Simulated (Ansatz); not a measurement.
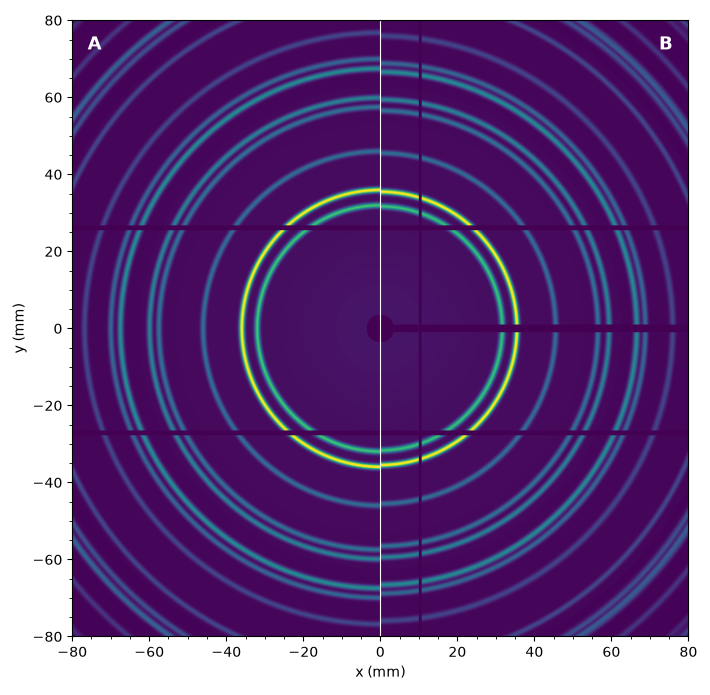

Simulated X-ray powder rings on a flat area detector normal to the beam: λ = 0.4959 Å, sample-to-detector distance 150 mm, axes in mm from the beam centre, for a fine-grained powder without texture. Kinematic intensities with B = 0.3 Å² for all atoms, without absorption; brightness goes as intensity to the power 0.6, clipped at the top. Reflections closer than the ring width show as one ring. The left and right halves show two different samples, each scaled to its strongest ring.

Both are Pt in P6_3/mmc, with cells of different size. Origins: A, the geometry relaxed at fixed volume with DFT HSE06, scalar-relativistic, plane waves, PAW (Ansatz 0.2.0); the starting structure was generated, so it need not be a known form of this composition; B, coordinates from a relaxation at fixed volume with DFT PBE, spin-orbit coupling, plane waves, PAW (Ansatz); the starting structure was generated, so it need not be a known form of this composition.

Which half has the larger cell, and by how much?

Answer. Half B: the volume of B is 3.5 % larger than that of A, and a larger cell draws the rings inwards on average.
A: a = 2.726 Å, b = 2.726 Å, c = 4.741 Å, α = 90.00°, β = 90.00°, γ = 120.00°; 002 + 100 at 32.0 mm (d = 2.37 + 2.36 Å), 101 at 35.9 mm (d = 2.11 Å), 102 at 46.0 mm (d = 1.673 Å), 110 at 57.5 mm (d = 1.363 Å).
B: a = 2.767 Å, b = 2.767 Å, c = 4.760 Å, α = 90.00°, β = 90.00°, γ = 120.00°; 100 + 002 at 31.7 mm (d = 2.40 + 2.38 Å), 101 at 35.5 mm (d = 2.14 Å), 102 at 45.5 mm (d = 1.689 Å), 110 at 56.5 mm (d = 1.384 Å).
